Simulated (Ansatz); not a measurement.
The structure in question:

```
Ti Al
1.0
     2.86860    0.00000    0.00000
    -1.43430    2.48428    0.00000
     0.00000    0.00000    4.58753
Ti Al
1 1
Direct
  0.00000 0.00000 0.00000
  0.33333 0.66667 0.50000
```

**What does this file describe?**

Its composition is TiAl. The atoms follow space group P-6m2 (No. 187); the Bravais lattice is primitive hexagonal. In the cell are 1 Ti, 1 Al, which makes 1 formula unit. Each Ti atom is coordinated by six Ti and six Al in an anticuboctahedral arrangement (2.87 Å to Ti, 2.83 Å to Al). About every Al there are six Ti and six Al in an anticuboctahedral arrangement (2.83 Å to Ti, 2.87 Å to Al). The bonds build a three-dimensional framework.

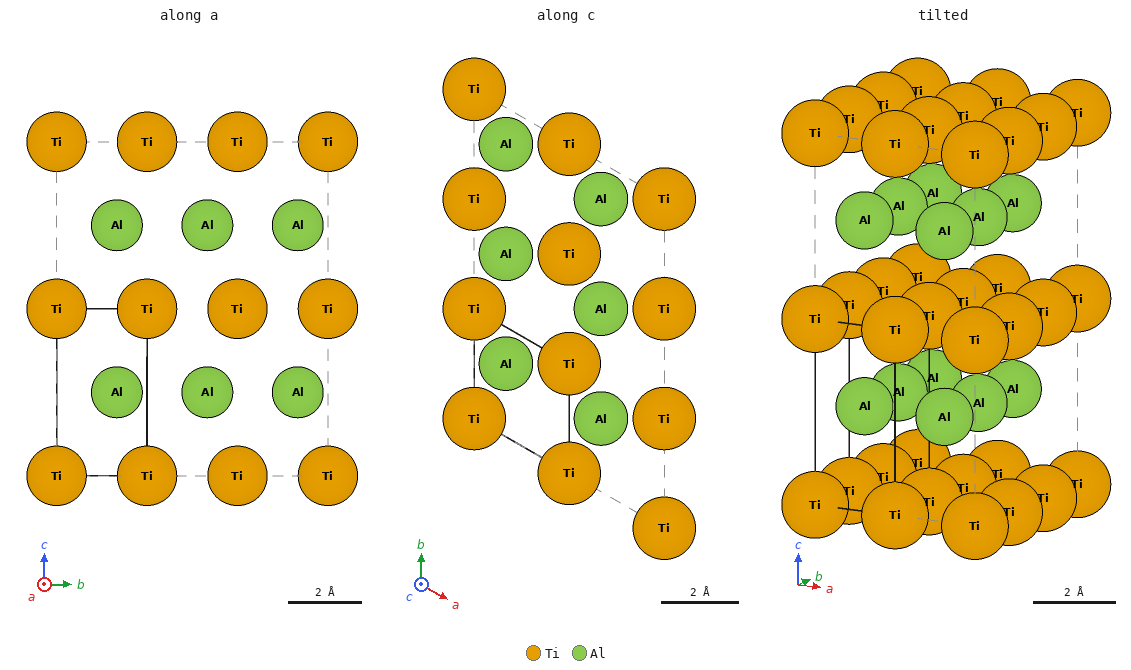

View along the a axis, along the c axis and slightly off an axis, drawn as a spheres-only model. Shown are 2×3×2 repeats of the conventional unit cell, one of them outlined in solid lines.

Starting structure: a structure listed in the Materials Project. The cell was then strained or its atoms displaced on purpose. It was the input of a calculation with Ansatz.
